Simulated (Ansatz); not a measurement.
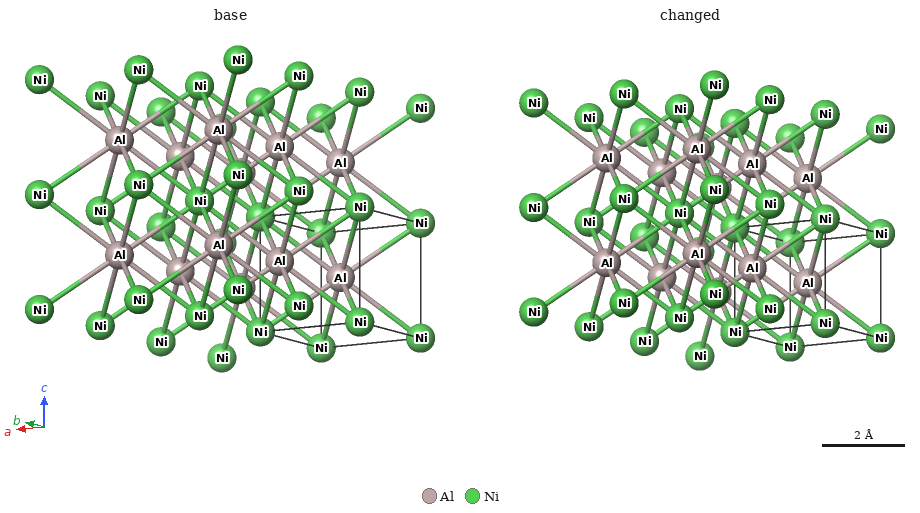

Left: a crystal of AlNi (set up in Pm-3m). Right: the same structure after one change, at the same scale. The picture is a ball-and-stick view of the cell of the calculation, repeated 2 × 3 × 2 with one cell outlined, seen from a free direction.

Theory: Ansatz, DFT PBEsol, scalar-relativistic, plane waves, PAW. Settings: plane-wave cutoff 420 eV; occupations gaussian; smearing width 0.1 eV; no spin polarisation. The k-mesh is chosen for each cell (14×14×14, 16×16×16).

The crystal is put under a hydrostatic pressure of 90 GPa. Cell and atoms are relaxed at that pressure.

Q: And its effect?

A: The drawn cell changes as follows: a = b = c 2.862 → 2.604 Å (−9.0 %); the volume changes by −24.7 %. The atoms keep their places relative to the cell (all moves are under 0.005 Å). Near-neighbour distances before and after: Al–Ni 2.479 → 2.255 Å. The space group stays Pm-3m (No. 221). The energy rises by 632 meV per atom. (The two runs use different k-meshes.) The pressure goes from 0.0 to 90.0 GPa.
